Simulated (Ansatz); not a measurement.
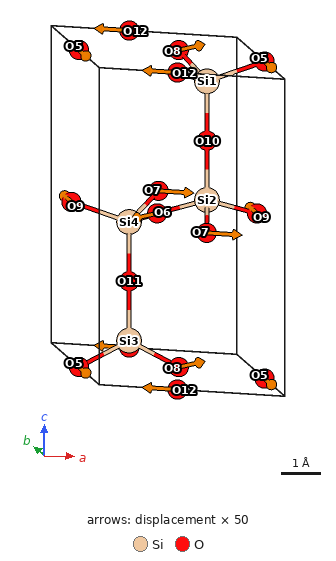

A relaxation of a crystal of SiO$_{2}$ (set up in P6_322). The starting structure is drawn; orange arrows show the displacements (the part carried along by the change of the cell is left out), magnified 50 times.

Style: ball-and-stick. Shown: the cell of the calculation, slightly off an axis.

Theory: Ansatz 0.2.0, DFT PBE, scalar-relativistic, plane waves, PAW.

Input file:
```yaml
crystal:
  lattice:
    - [5.0690738885, 0.0, 0.0]
    - [-2.5345369442, 4.3899467611, 0.0]
    - [0.0, 0.0, 8.55848854]
  atoms:
    - { symbol: Si, position: [0.66666667, 0.33333333, 0.9371258] }
    - { symbol: Si, position: [0.66666667, 0.33333333, 0.5628742] }
    - { symbol: Si, position: [0.33333333, 0.66666667, 0.0628742] }
    - { symbol: Si, position: [0.33333333, 0.66666667, 0.4371258] }
    - { symbol: O, position: [0.0, 0.42125874, 0.0] }
    - { symbol: O, position: [0.42125874, 0.42125874, 0.5] }
    - { symbol: O, position: [0.57874126, 0.0, 0.5] }
    - { symbol: O, position: [0.57874126, 0.57874126, 0.0] }
    - { symbol: O, position: [0.0, 0.57874126, 0.5] }
    - { symbol: O, position: [0.66666667, 0.33333333, 0.75] }
    - { symbol: O, position: [0.33333333, 0.66666667, 0.25] }
    - { symbol: O, position: [0.42125874, 0.0, 0.0] }
basis:
  ecutwfc: 420
kpoints:
  mp_grid: { grid: [6, 6, 4] }
hamiltonian:
  xc: pbe
scf:
  occupations: { method: gaussian, width: 0.02 }
output:
  forces: true
  stress: true
  eigenvalues: true
  write_density: true
  write_potential: true
  elf: true
  volumetric_format: npy
relax:
  adjacent_minimum: "off"
  f_tol: 0.005
  max_steps: 80
  cell: { stress_tol: 0.05 }
```

Run as
```bash
ansatz run input.yaml --threads 2 --pin off --max-ram 5120MiB --backend cpu --events-out ev --progress --plain --runs-dir out
```

Question: Which element moves most?

Answer: Oxygen: up to 0.020 Å, against 0.001 Å for silicon.

Question: What did the optimiser do to the structure, and how much energy did it gain?

Answer: The largest moves relative to the cell, 0.020 Å, are those of O5, O6, O7, O8, O9 and O12. O8 goes along [1 1 0]. By element the largest moves are O 0.020 Å, Si 0.001 Å. The volume changes by +2.0 %, with a = b 5.069 → 5.099 Å (+0.6 %), c 8.558 → 8.629 Å (+0.8 %). Among the contacts that change: Si1–O12 1.609 → 1.624 Å, Si1–O10 1.602 → 1.615 Å. The space group stays P6_322 (No. 182). Over 5 accepted moves (7 points after the start) the energy falls by 5.3 meV per atom. Largest force component: 0.25 eV/Å at the start, 0.0031 eV/Å at the end. The pressure goes from 4.08 to 0.01 GPa. The SCF was repeated twice at an unchanged geometry on a basis and grid sized afresh for the cell, which shifted the energy by 1.0 meV per atom at most.
